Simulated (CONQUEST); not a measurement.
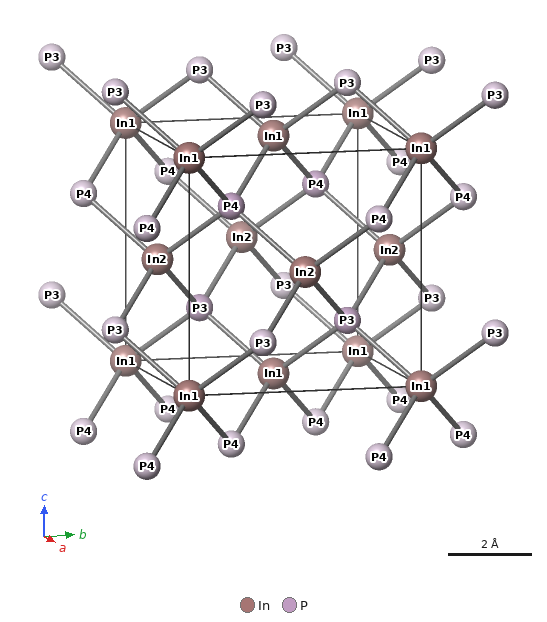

Fig. 1: The structure (ball-and-stick view of the cell 2 times as large as that of the calculation, set on its symmetry axes, seen slightly off an axis; neighbours outside the cell are drawn fainter; atoms are numbered from 1 in the order of the input). Near neighbours in the crystal (not all of them lie inside the picture): In has 4 P at 2.54 Å; P has 4 In at 2.54 Å.

Single-point calculation, with input and output: InP

- system: InP (4 atoms in the cell)
- method: Kohn-Sham DFT of a periodic cell, PBE, PseudoDojo NC PBE, no spin polarisation (CONQUEST 1.3)

The structure derives from an entry of the Crystallography Open Database.

Input file:
```
IO.Title InP
IO.Coordinates coords.dat
IO.FractionalAtomicCoords T
IO.Iprint 2
IO.Iprint_init 1
General.NumberOfSpecies 2
General.PseudopotentialType hamann
AtomMove.TypeOfRun static
AtomMove.FullStress T
Grid.GridCutoff 120
DM.SolutionMethod diagon
Diag.MPMesh T
Diag.GammaCentred T
Diag.MPMeshX 7
Diag.MPMeshY 7
Diag.MPMeshZ 5
Diag.kT 0.00183747
minE.SCTolerance 1e-6
SC.MaxIters 100
IO.AtomChargeOutput T
IO.DumpChargeDensity T
IO.DumpTotPot T
%block ChemicalSpeciesLabel
1 114.820 In
2 30.970 P
%endblock
```

Machine: 1 thread of AMD EPYC (Zen 4), 16 GiB of memory available, shared host.

Launch command:
```bash
Conquest
```

Output:
```
Simulation cell dimensions:     7.8317 a0 x     7.8317 a0 x    11.0757 a0

      Atomic coordinates (a0)
         Atom         X         Y         Z  Species
            1    0.0000    0.0000    0.0000        1
            2    3.9158    3.9158    5.5378        1
            3    0.0000    3.9158    2.7689        2
            4    3.9158    0.0000    8.3068        2

         Monkhorst-Pack mesh:   7 x   7 x   5 gamma-centred
        This calculation includes non-local pseudopotentials,
         with a maximum core radius of      8.41238623

    Job title: InP
    Job to be run: static calculation

    Ground state search:
      Support functions represented with PAO basis
      1:1 PAO to SF mapping
      Non-spin-polarised electrons
      Solving for the K matrix using diagonalisation
      Using Fermi-Dirac smearing

    Integration grid size:     40 x   40 x   60

    Integration grid spacing:  0.196 a0 x 0.196 a0 x 0.185 a0

    Number of species:  2
    --------------------------------------------------------
    |   #  mass (au)  Charge (e)  SF Rad (a0)  NSF  Label  |
    --------------------------------------------------------
    |   1    114.820      13.000        8.615   18  In     |
    |   2     30.970       5.000        7.049   13  P      |
    --------------------------------------------------------
          SCF tolerance:                 0.00000100
          SCF iterations:               100

    The functional used will be GGA PBE96

           radial cut-off to be used is taken to be max PAO cut-off radius for this species:    8.412386

           greatest ang. mom. for making density from PAOs:  2

           radial cut-off to be used is taken to be max PAO cut-off radius for this species:    6.725484

           greatest ang. mom. for making density from PAOs:  2
    Minimum blocs/proc is     1500. Maximum blocs/proc is     1500
    set_atom_dens: In set_atomic_density, electrons :      36.000000000000
 matrix_size & matrix_size_padH =           62          62

    Screened ion int: energy:    -110.987824862252 Ha

    new_SC_potl: Starting.  Tolerance:  0.10000E-05

    PulayMixSC: Starting Pulay mixing, A_up =  0.500 A_dn =  0.500
    PulayMixSC: Spin non-polarised calculation.
          Harris-Foulkes Energy            :      -146.788819338772612 Ha
          (TS=0 as O(N) or entropic contribution is negligible)
          DFT Total Energy                 :      -146.713091144810903 Ha
          Total number of electrons        :        36.000000000001187
    PulayMixSC: Pulay iteration     1 residual:              0.29449E-02
          Harris-Foulkes Energy            :      -146.755461599540979 Ha
          GroundState Energy (E-(1/2)TS)   :      -146.755461884171723 Ha
          Free Energy (E-TS)               :      -146.755462168802495 Ha
          DFT Total Energy                 :      -146.754238695472196 Ha
          Total number of electrons        :        36.000030663307363
    PulayMixSC: Pulay iteration     2 residual:              0.98150E-03
          Harris-Foulkes Energy            :      -146.754933018044710 Ha
          GroundState Energy (E-(1/2)TS)   :      -146.754933176655157 Ha
          Free Energy (E-TS)               :      -146.754933335265576 Ha
          DFT Total Energy                 :      -146.754953906845401 Ha
          Total number of electrons        :        36.000043561078527
    PulayMixSC: Pulay iteration     3 residual:              0.45367E-03
          Harris-Foulkes Energy            :      -146.754970210941451 Ha
          GroundState Energy (E-(1/2)TS)   :      -146.754970354744842 Ha
          Free Energy (E-TS)               :      -146.754970498548232 Ha
          DFT Total Energy                 :      -146.754968859574603 Ha
          Total number of electrons        :        36.000055608779157
    PulayMixSC: Pulay iteration     4 residual:              0.36683E-04
          Harris-Foulkes Energy            :      -146.754969787279720 Ha
          GroundState Energy (E-(1/2)TS)   :      -146.754969930216987 Ha
          Free Energy (E-TS)               :      -146.754970073154254 Ha
          DFT Total Energy                 :      -146.754969876157332 Ha
          Total number of electrons        :        36.000058169753309
    PulayMixSC: Pulay iteration     5 residual:              0.51292E-05
          Harris-Foulkes Energy            :      -146.754969873167028 Ha
          GroundState Energy (E-(1/2)TS)   :      -146.754970015274750 Ha
          Free Energy (E-TS)               :      -146.754970157382445 Ha
          DFT Total Energy                 :      -146.754969869224169 Ha
          Total number of electrons        :        36.000059103986857
    PulayMixSC: Pulay iteration     6 residual:              0.12108E-05
          Harris-Foulkes Energy            :      -146.754969873376126 Ha
          GroundState Energy (E-(1/2)TS)   :      -146.754970015572582 Ha
          Free Energy (E-TS)               :      -146.754970157769009 Ha
          DFT Total Energy                 :      -146.754969873534691 Ha
          Total number of electrons        :        36.000058978287342
    PulayMixSC: Pulay iteration     7 residual:              0.18063E-06
    PulayMixSC: Reached SCF tolerance of  0.18063E-06 after      7 iterations
      | Number of electrons      =        36.000059
      |* band energy as 2Tr[K.H] =       -19.990799054874248 Ha
      |  screened ion-ion energy =      -110.987824862251728 Ha
      |  Ha correction           =         0.789973658800267 Ha
      |  XC correction           =       -16.566321045593000 Ha
      | GS Energy as E-(1/2)TS   =      -146.754970015572582 Ha
      | Free Energy as E-TS      =      -146.754970157769009 Ha
      |* Harris-Foulkes energy   =      -146.754969873376126 Ha
      |* DFT total energy        =      -146.754969873534691 Ha
      |  estimated accuracy      =         0.000000000158565 Ha

    force: Forces on atoms (Ha/a0)
    force:  Atom   X              Y              Z
    force:     1   0.0000000000   0.0000000000   0.0000000000
    force:     2   0.0000000000   0.0000000000   0.0000000000
    force:     3   0.0000000000   0.0000000000  -0.0000000000
    force:     4   0.0000000000   0.0000000000   0.0000000000

    force: Maximum force :        0.00000000(Ha/a0) on atom         2 in z direction
    force: Force Residual:        0.00000000 Ha/a0
    force: Total stress:         -3.86771665     0.00000000     0.00000000 GPa
                             0.00000000    -3.86771665     0.00000000
                             0.00000000     0.00000000    -3.81888012
    force: Average pressure:      3.85143781 GPa

    force: Finished force
    get_E_and_F: Change in energy during last step of electronic optimisation: -0.20910E-09

    BIBLIOGRAPHY: Please consider citing the following references in the conquest.bib file

    CONQUEST:         Bowler2002pt, Miyazaki2004, Nakata2020
    Basis:            Bowler2019
    DM:               Bowler:2006xr
    Pseudopotentials: Hamann2013, Bowler2019
    XC functional:    Perdew1996
```

File coords.dat:
```
    7.8316918409     0.0000000000     0.0000000000
    0.0000000000     7.8316918409     0.0000000000
    0.0000000000     0.0000000000    11.0756848164
4
  0.0000000000   0.0000000000   0.0000000000 1 T T T
  0.5000000000   0.5000000000   0.5000000000 1 T T T
  0.0000000000   0.5000000000   0.2500000000 2 T T T
  0.5000000000   0.0000000000   0.7500000000 2 T T T
```

Results in brief:

- outcome: converged
- space group (tolerance 0.01 Å): F-43m (216)
- electrons treated: 36
- free energy: −3993.4062 eV
- Fermi energy: −4.654 eV
- gap on the k-point mesh: 0.75 eV
- pressure: 3.85 GPa
- largest force (length of the vector): under 0.001 eV/Å
- wall time: 45 s
- peak memory: 0.75 GiB
